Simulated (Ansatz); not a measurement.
# Geometry relaxation, with input and output: Ti (part 3 of 3)

Continued. System: Ti (16 atoms in the cell). Method: DFT PBE, scalar-relativistic, plane waves, PAW, no spin polarisation (Ansatz 0.2.0); cutoff 420 eV, 1×1×17 k-mesh, Gaussian smearing of 0.05 eV. The structure derives from an entry of the Crystallography Open Database. It belongs to a series of runs on one base structure; here: wire along [0 0 1], 16 atoms a period.

Geometry of the input (Å; fractional positions):
```
18.8000  0.0000  0.0000
0.0000  19.1000  0.0000
0.0000  0.0000  3.2555
Ti 0.2403  0.5000  0.0000
Ti 0.4134  0.3296  0.0000
Ti 0.4134  0.5000  0.0000
Ti 0.4134  0.6704  0.0000
Ti 0.5866  0.3296  0.0000
Ti 0.5866  0.5000  0.0000
Ti 0.5866  0.6704  0.0000
Ti 0.7597  0.5000  0.0000
Ti 0.3268  0.4148  0.5000
Ti 0.3268  0.5852  0.5000
Ti 0.5000  0.2443  0.5000
Ti 0.5000  0.4148  0.5000
Ti 0.5000  0.5852  0.5000
Ti 0.5000  0.7557  0.5000
Ti 0.6732  0.4148  0.5000
Ti 0.6732  0.5852  0.5000
```

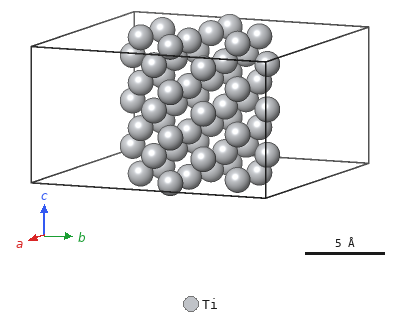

The geometry at step 6 of the log (spheres-only view of the 3 repeat of the cell, with the vacuum cut short, seen slightly off an axis).

The program's output, continued:
```
  k-point 2: bands = ["-55.9775", "-55.9695", "-55.9690", "-55.9601", "-55.8486", "-55.8318", "-55.8318", "-55.8224", "-55.7923", "-55.7842", "-55.7842", "-55.7698", "-55.7531", "-55.7169", "-55.7162", "-55.6836", "-32.5894", "-32.5620", "-32.5615", "-32.5058", "-32.5034", "-32.4326", "-32.4325", "-32.3756", "-32.3547", "-32.3468", "-32.2850", "-32.2848", "-32.2554", "-32.2550", "-32.2226", "-32.2177", "-32.2107", "-32.2104", "-32.2062", "-32.1933", "-32.0836", "-32.0581", "-32.0581", "-32.0360", "-32.0050", "-31.9813", "-31.9813", "-31.9722", "-31.9707", "-31.9457", "-31.9003", "-31.9002", "-31.8957", "-31.8954", "-31.8912", "-31.8489", "-31.8393", "-31.8388", "-31.8222", "-31.8097", "-31.7953", "-31.7945", "-31.7944", "-31.7934", "-31.7533", "-31.7518", "-31.7515", "-31.7444", "-4.3702", "-3.4929", "-3.4924", "-2.6270", "-2.3961", "-2.3822", "-1.6541", "-1.6526", "-1.6201", "-1.6199", "-1.3768", "-1.2219", "-1.0071", "-0.9768", "-0.9150", "-0.9145", "-0.7340", "-0.6668", "-0.6660", "-0.2426", "-0.1629", "-0.0142", "0.3063", "0.3066", "0.4610", "0.4611", "0.5112", "0.5126", "0.6237", "0.6534", "0.7384", "0.7388", "0.8550", "0.9485", "0.9499", "0.9526", "0.9895", "1.2652", "1.3135", "1.3189", "1.3192", "1.3377", "1.5421", "1.5425", "1.5697", "1.6704", "1.6724", "1.7723", "1.7988", "1.8089", "1.9529", "1.9835"]
  k-point 8: bands = ["-55.8857", "-55.8857", "-55.8849", "-55.8849", "-55.7962", "-55.7950", "-55.7949", "-55.7931", "-55.7902", "-55.7885", "-55.7885", "-55.7875", "-55.7190", "-55.7137", "-55.7126", "-55.7112", "-32.6057", "-32.5990", "-32.5977", "-32.5976", "-32.5137", "-32.5132", "-32.4924", "-32.4912", "-32.4696", "-32.4541", "-32.4420", "-32.4418", "-32.3441", "-32.3333", "-32.3329", "-32.3329", "-32.1709", "-32.1705", "-32.1487", "-32.1212", "-32.1194", "-32.1179", "-32.1177", "-32.1147", "-32.1100", "-32.0682", "-32.0544", "-32.0541", "-32.0429", "-32.0196", "-32.0192", "-32.0156", "-32.0047", "-32.0015", "-31.9657", "-31.9652", "-31.9190", "-31.9184", "-31.8950", "-31.8940", "-31.8760", "-31.8759", "-31.8457", "-31.8451", "-31.8384", "-31.8346", "-31.8077", "-31.8073", "-1.6480", "-1.5544", "-1.5100", "-1.5097", "-1.4142", "-1.2556", "-1.2540", "-1.1708", "-0.9563", "-0.9214", "-0.9203", "-0.8014", "-0.6294", "-0.6127", "-0.2936", "-0.2900", "-0.2081", "-0.1865", "-0.1600", "-0.1600", "-0.0758", "-0.0757", "-0.0478", "-0.0337", "0.0418", "0.1087", "0.2151", "0.2175", "0.3989", "0.4414", "0.4484", "0.6751", "0.6757", "0.6804", "0.8903", "0.8924", "0.9075", "1.0137", "1.0787", "1.0810", "1.1533", "1.1559", "1.2456", "1.3798", "1.5344", "1.6757", "2.0156", "2.0761", "2.0765", "2.1028", "2.1316", "2.1331"]
--- Relaxed structure (9 steps of the walk, 8 accepted, 1 SCFs on fresh bases) ---
  F+E_penalty+E_count = -39980.78573373 eV   max|allowed force component| = 1.328e-2 eV/Å   (the final SCF, on the basis selected at the relaxed cell)
  cell:  # Å, volume = 1060.3668 Å³
    - [18.8, 4.060912837784804e-127, 1.2853551497780114e-127]
    - [4.125714638387754e-127, 19.1, -5.0683728331507126e-80]
    - [2.2257876558376986e-128, -8.63880406604734e-81, 2.9530099042064006]
  atoms:
    - { symbol: Ti, position: [0.24734190406058026, 0.5, -5.407517590530602e-34] }
    - { symbol: Ti, position: [0.40986047064383563, 0.3228471843584963, -2.1845191441733278e-18] }
    - { symbol: Ti, position: [0.40673053634286427, 0.5, -8.365475930649907e-34] }
    - { symbol: Ti, position: [0.40986047064383563, 0.6771528156415036, 2.1845191441733262e-18] }
    - { symbol: Ti, position: [0.5901395293561645, 0.3228471843584963, -2.1845191441733262e-18] }
    - { symbol: Ti, position: [0.5932694636571356, 0.5, 8.365475930649907e-34] }
    - { symbol: Ti, position: [0.5901395293561645, 0.6771528156415036, 2.1845191441733278e-18] }
    - { symbol: Ti, position: [0.7526580959394198, 0.5, 4.834413162132487e-34] }
    - { symbol: Ti, position: [0.3197871214865552, 0.411300058394308, 0.5000000000000001] }
    - { symbol: Ti, position: [0.3197871214865552, 0.588699941605692, 0.5000000000000001] }
    - { symbol: Ti, position: [0.5, 0.25153215372256593, 0.5000000000000001] }
    - { symbol: Ti, position: [0.5, 0.4083381089903059, 0.5000000000000001] }
    - { symbol: Ti, position: [0.5, 0.5916618910096942, 0.5000000000000001] }
    - { symbol: Ti, position: [0.5, 0.748467846277434, 0.5000000000000001] }
    - { symbol: Ti, position: [0.6802128785134449, 0.411300058394308, 0.5000000000000001] }
    - { symbol: Ti, position: [0.6802128785134449, 0.588699941605692, 0.5000000000000001] }
--- Löwdin populations: 16 sites ---
  site symbol       q [e]
     0     Ti     11.9159
     1     Ti     11.8728
     2     Ti     11.8612
     3     Ti     11.8728
     4     Ti     11.8728
     5     Ti     11.8612
     6     Ti     11.8728
     7     Ti     11.9159
     8     Ti     11.8730
     9     Ti     11.8730
    10     Ti     11.9156
    11     Ti     11.8617
    12     Ti     11.8617
    13     Ti     11.9156
    14     Ti     11.8730
    15     Ti     11.8730
  spilling = 0.009936 (of n_electrons = 192.000000)
```

File populations.tsv:
```
# site	symbol	l	j	q
# orbitals = lowdin
# n_electrons = 192.000000
# spilling = 0.009936
0	Ti	0_3S	-	1.938252
0	Ti	0_4S	-	0.968935
0	Ti	1_3P	-	5.980856
0	Ti	2_3D	-	3.027889
1	Ti	0_3S	-	1.930674
1	Ti	0_4S	-	0.937496
1	Ti	1_3P	-	5.984369
1	Ti	2_3D	-	3.020265
2	Ti	0_3S	-	1.924214
2	Ti	0_4S	-	0.939952
2	Ti	1_3P	-	5.988603
2	Ti	2_3D	-	3.008426
3	Ti	0_3S	-	1.930674
3	Ti	0_4S	-	0.937496
3	Ti	1_3P	-	5.984369
3	Ti	2_3D	-	3.020265
4	Ti	0_3S	-	1.930674
4	Ti	0_4S	-	0.937496
4	Ti	1_3P	-	5.984369
4	Ti	2_3D	-	3.020265
5	Ti	0_3S	-	1.924214
5	Ti	0_4S	-	0.939952
5	Ti	1_3P	-	5.988603
5	Ti	2_3D	-	3.008426
6	Ti	0_3S	-	1.930674
6	Ti	0_4S	-	0.937496
6	Ti	1_3P	-	5.984369
6	Ti	2_3D	-	3.020265
7	Ti	0_3S	-	1.938252
7	Ti	0_4S	-	0.968935
7	Ti	1_3P	-	5.980856
7	Ti	2_3D	-	3.027889
8	Ti	0_3S	-	1.930702
8	Ti	0_4S	-	0.937591
8	Ti	1_3P	-	5.984355
8	Ti	2_3D	-	3.020389
9	Ti	0_3S	-	1.930702
9	Ti	0_4S	-	0.937591
9	Ti	1_3P	-	5.984355
9	Ti	2_3D	-	3.020389
10	Ti	0_3S	-	1.938279
10	Ti	0_4S	-	0.968676
10	Ti	1_3P	-	5.980860
10	Ti	2_3D	-	3.027783
11	Ti	0_3S	-	1.924162
11	Ti	0_4S	-	0.940022
11	Ti	1_3P	-	5.988583
11	Ti	2_3D	-	3.008945
12	Ti	0_3S	-	1.924162
12	Ti	0_4S	-	0.940022
12	Ti	1_3P	-	5.988583
12	Ti	2_3D	-	3.008945
13	Ti	0_3S	-	1.938279
13	Ti	0_4S	-	0.968676
13	Ti	1_3P	-	5.980860
13	Ti	2_3D	-	3.027783
14	Ti	0_3S	-	1.930702
14	Ti	0_4S	-	0.937591
14	Ti	1_3P	-	5.984355
14	Ti	2_3D	-	3.020389
15	Ti	0_3S	-	1.930702
15	Ti	0_4S	-	0.937591
15	Ti	1_3P	-	5.984355
15	Ti	2_3D	-	3.020389
```

Trajectory as extended XYZ (Å, eV, eV/Å), 6 of the 10 frames kept, from step=1 to step=10:
```
16
Lattice="18.8000 0.0000 0.0000 0.0000 19.1000 0.0000 0.0000 0.0000 3.2555" Properties=species:S:1:pos:R:3:forces:R:3 step=1 energy=-39979.21036 pressure_GPa=-1.95
Ti    4.5167    9.5500    0.0000    1.2587   0.0000   0.0000
Ti    7.7722    6.2945    0.0000    0.6929  -0.1629   0.0000
Ti    7.7722    9.5500    0.0000   -0.7406   0.0000   0.0000
Ti    7.7722   12.8055    0.0000    0.6929   0.1629   0.0000
Ti   11.0278    6.2945    0.0000   -0.6929  -0.1629   0.0000
Ti   11.0278    9.5500    0.0000    0.7406   0.0000   0.0000
Ti   11.0278   12.8055    0.0000   -0.6929   0.1629   0.0000
Ti   14.2833    9.5500    0.0000   -1.2587   0.0000   0.0000
Ti    6.1445    7.9222    1.6278   -0.1628   0.6930   0.0000
Ti    6.1445   11.1778    1.6278   -0.1628  -0.6930   0.0000
Ti    9.4000    4.6667    1.6278    0.0000   1.2588   0.0000
Ti    9.4000    7.9222    1.6278    0.0000  -0.7406   0.0000
Ti    9.4000   11.1778    1.6278    0.0000   0.7406   0.0000
Ti    9.4000   14.4333    1.6278    0.0000  -1.2588   0.0000
Ti   12.6555    7.9222    1.6278    0.1628   0.6930   0.0000
Ti   12.6555   11.1778    1.6278    0.1628  -0.6930   0.0000
16
Lattice="18.8000 0.0000 0.0000 0.0000 19.1000 0.0000 0.0000 0.0000 3.1008" Properties=species:S:1:pos:R:3:forces:R:3 step=3 energy=-39980.60983 pressure_GPa=-0.01
Ti    4.7570    9.5500    0.0000   -0.0748   0.0000   0.0000
Ti    7.7744    6.2498    0.0000   -0.2366   0.0079   0.0000
Ti    7.6419    9.5500    0.0000    0.2833   0.0000   0.0000
Ti    7.7744   12.8502    0.0000   -0.2366  -0.0079   0.0000
Ti   11.0256    6.2498    0.0000    0.2366   0.0079   0.0000
Ti   11.1581    9.5500    0.0000   -0.2833   0.0000   0.0000
Ti   11.0256   12.8502    0.0000    0.2366  -0.0079   0.0000
Ti   14.0430    9.5500    0.0000    0.0748   0.0000   0.0000
Ti    6.0999    7.9244    1.5504    0.0079  -0.2367   0.0000
Ti    6.0999   11.1756    1.5504    0.0079   0.2367   0.0000
Ti    9.4000    4.9069    1.5504    0.0000  -0.0749   0.0000
Ti    9.4000    7.7918    1.5504    0.0000   0.2834   0.0000
Ti    9.4000   11.3082    1.5504    0.0000  -0.2834   0.0000
Ti    9.4000   14.1931    1.5504    0.0000   0.0749   0.0000
Ti   12.7001    7.9244    1.5504   -0.0079  -0.2367   0.0000
Ti   12.7001   11.1756    1.5504   -0.0079   0.2367   0.0000
16
Lattice="18.8000 0.0000 0.0000 0.0000 19.1000 0.0000 0.0000 0.0000 3.0235" Properties=species:S:1:pos:R:3:forces:R:3 step=5 energy=-39980.75638 pressure_GPa=-0.05
Ti    4.7445    9.5500    0.0000   -0.0888   0.0000   0.0000
Ti    7.7079    6.2022    0.0000   -0.0180   0.0328   0.0000
Ti    7.6644    9.5500    0.0000   -0.0091   0.0000   0.0000
Ti    7.7079   12.8978    0.0000   -0.0180  -0.0328   0.0000
Ti   11.0921    6.2022    0.0000    0.0180   0.0328   0.0000
Ti   11.1356    9.5500    0.0000    0.0091   0.0000   0.0000
Ti   11.0921   12.8978    0.0000    0.0180  -0.0328   0.0000
Ti   14.0555    9.5500    0.0000    0.0888   0.0000   0.0000
Ti    6.0523    7.8578    1.5117    0.0328  -0.0180   0.0000
Ti    6.0523   11.2422    1.5117    0.0328   0.0180   0.0000
Ti    9.4000    4.8943    1.5117    0.0000  -0.0886   0.0000
Ti    9.4000    7.8142    1.5117    0.0000  -0.0089   0.0000
Ti    9.4000   11.2858    1.5117    0.0000   0.0089   0.0000
Ti    9.4000   14.2057    1.5117    0.0000   0.0886   0.0000
Ti   12.7477    7.8578    1.5117   -0.0328  -0.0180   0.0000
Ti   12.7477   11.2422    1.5117   -0.0328   0.0180   0.0000
16
Lattice="18.8000 0.0000 0.0000 0.0000 19.1000 0.0000 0.0000 0.0000 2.9438" Properties=species:S:1:pos:R:3:forces:R:3 step=6 energy=-39980.77885 pressure_GPa=0.03
Ti    4.6885    9.5500    0.0000   -0.0560   0.0000   0.0000
Ti    7.6731    6.1556    0.0000    0.0548   0.0001   0.0000
Ti    7.6461    9.5500    0.0000    0.0244   0.0000   0.0000
Ti    7.6731   12.9444    0.0000    0.0548  -0.0001   0.0000
Ti   11.1269    6.1556    0.0000   -0.0548   0.0001   0.0000
Ti   11.1539    9.5500    0.0000   -0.0244   0.0000   0.0000
Ti   11.1269   12.9444    0.0000   -0.0548  -0.0001   0.0000
Ti   14.1115    9.5500    0.0000    0.0560   0.0000   0.0000
Ti    6.0053    7.8231    1.4719   -0.0003   0.0546   0.0000
Ti    6.0053   11.2769    1.4719   -0.0003  -0.0546   0.0000
Ti    9.4000    4.8388    1.4719    0.0000  -0.0561   0.0000
Ti    9.4000    7.7963    1.4719    0.0000   0.0242   0.0000
Ti    9.4000   11.3037    1.4719    0.0000  -0.0242   0.0000
Ti    9.4000   14.2612    1.4719    0.0000   0.0561   0.0000
Ti   12.7947    7.8231    1.4719    0.0003   0.0546   0.0000
Ti   12.7947   11.2769    1.4719    0.0003  -0.0546   0.0000
16
Lattice="18.8000 0.0000 0.0000 0.0000 19.1000 0.0000 0.0000 0.0000 2.9544" Properties=species:S:1:pos:R:3:forces:R:3 step=8 energy=-39980.78852 pressure_GPa=0.00
Ti    4.6562    9.5500    0.0000    0.0331   0.0000   0.0000
Ti    7.7013    6.1741    0.0000    0.0384  -0.0456   0.0000
Ti    7.6478    9.5500    0.0000    0.0183   0.0000   0.0000
Ti    7.7013   12.9259    0.0000    0.0384   0.0456   0.0000
Ti   11.0987    6.1741    0.0000   -0.0384  -0.0456   0.0000
Ti   11.1522    9.5500    0.0000   -0.0183   0.0000   0.0000
Ti   11.0987   12.9259    0.0000   -0.0384   0.0456   0.0000
Ti   14.1438    9.5500    0.0000   -0.0331   0.0000   0.0000
Ti    6.0213    7.8518    1.4772   -0.0478   0.0375   0.0000
Ti    6.0213   11.2482    1.4772   -0.0478  -0.0375   0.0000
Ti    9.4000    4.8093    1.4772    0.0000   0.0324   0.0000
Ti    9.4000    7.7998    1.4772    0.0000   0.0170   0.0000
Ti    9.4000   11.3002    1.4772    0.0000  -0.0170   0.0000
Ti    9.4000   14.2907    1.4772    0.0000  -0.0324   0.0000
Ti   12.7787    7.8518    1.4772    0.0478   0.0375   0.0000
Ti   12.7787   11.2482    1.4772    0.0478  -0.0375   0.0000
16
Lattice="18.8000 0.0000 0.0000 0.0000 19.1000 0.0000 0.0000 0.0000 2.9530" Properties=species:S:1:pos:R:3:forces:R:3 step=10 energy=-39980.78573 pressure_GPa=-0.01
Ti    4.6500    9.5500    0.0000   -0.0022   0.0000   0.0000
Ti    7.7054    6.1664    0.0000    0.0037   0.0031   0.0000
Ti    7.6465    9.5500    0.0000    0.0130   0.0000   0.0000
Ti    7.7054   12.9336    0.0000    0.0037  -0.0031   0.0000
Ti   11.0946    6.1664    0.0000   -0.0037   0.0031   0.0000
Ti   11.1535    9.5500    0.0000   -0.0130   0.0000   0.0000
Ti   11.0946   12.9336    0.0000   -0.0037  -0.0031   0.0000
Ti   14.1500    9.5500    0.0000    0.0022   0.0000   0.0000
Ti    6.0120    7.8558    1.4765    0.0002   0.0032   0.0000
Ti    6.0120   11.2442    1.4765    0.0002  -0.0032   0.0000
Ti    9.4000    4.8043    1.4765    0.0000  -0.0035   0.0000
Ti    9.4000    7.7993    1.4765    0.0000   0.0133   0.0000
Ti    9.4000   11.3007    1.4765    0.0000  -0.0133   0.0000
Ti    9.4000   14.2957    1.4765    0.0000   0.0035   0.0000
Ti   12.7880    7.8558    1.4765   -0.0002   0.0032   0.0000
Ti   12.7880   11.2442    1.4765   -0.0002  -0.0032   0.0000
```

Results in brief:

| quantity | value |
| --- | --- |
| outcome | converged |
| electrons treated | 192 |
| free energy | −39980.7857 eV |
| Fermi energy | 0.654 eV |
| gap on the k-point mesh | none (metallic) |
| final volume | 1060.37 Å³ |
| largest force (length of the vector) at the end | 0.013 eV/Å |
| hardware | 4 threads of AMD EPYC (Zen 5), 64 GiB of memory available, shared host |
| wall time | 2.7 min (CPU time 10 min) |
| peak memory | 3.7 GiB |

Notes:

Warnings of the run: the exchange-correlation potential is rough where the density is thin.
